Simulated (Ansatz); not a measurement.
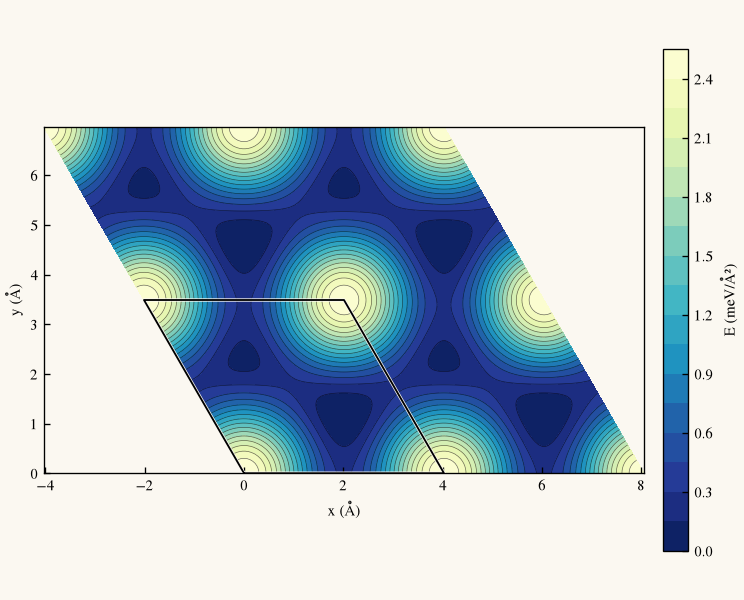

A bilayer of two InSe sheets, the upper one turned by 180 degrees about the normal (8 atoms in the cell). The upper layer of a bilayer is slid over the lower one; relaxed at each slide: nothing; the origin of the map has Se5 above Se4; the distance between the facing planes is held at 3.71 Å. Places are given modulo a cell vector. The map is drawn in real space over the plane of the slide. Grid: 9 × 9 points; 19 points were computed and 62 follow by symmetry. All energies are given in meV/Å² relative to the lowest grid point. At a held distance the lowest stacking need not be the one that binds best once the distance relaxes. Theory: DFT PBE+D3(BJ), scalar-relativistic, plane waves, PAW in Ansatz. Settings: cutoff 420 eV, k-mesh 9×9×1, gaussian smearing 0.05 eV, no spin polarisation.

Drawn: filled contours, the outline of one cell of the 2 × 2 shown. Between grid points the surface is interpolated.

The lowest grid point is at (6/9, 3/9) of the cell vectors. A higher local minimum lies near (3/9, 6/9) of the cell vectors (0.10 meV/Å² above the lowest at that grid point). The highest grid point, (0/9, 0/9) of the cell vectors, lies 2.53 meV/Å² above the lowest. On the interpolated surface the easiest way out of the lowest well to the well at (3/9, 6/9) of the cell vectors passes a barrier of about 0.28 meV/Å². Facing atoms of the upper layer at the lowest point: Se above In of a deeper plane, the In behind them above Se; at the highest: Se above Se.

The upper layer is now not turned; all else is set up alike.

### What will the new map look like?

The old lowest place, (6/9, 3/9) of the cell vectors, stays lowest, and (3/9, 6/9) of the cell vectors becomes an equal well. The span from the lowest to the highest grid point stays at about 2.5 meV/Å². The easiest pass out of the lowest well goes from about 0.28 to about 0.23 meV/Å² on the interpolated surfaces. In the new map: facing atoms of the upper layer at the lowest point: Se above a hollow, the In behind them above Se; at the highest: Se above Se, the In behind them above In.

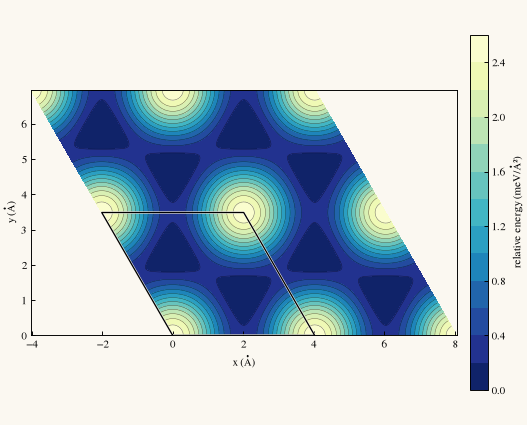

The map after the change, on a colour scale of its own. Drawn: filled contours, the outline of one cell of the 2 × 2 shown. Between grid points the surface is interpolated.

PAW datasets: the set soft_1.
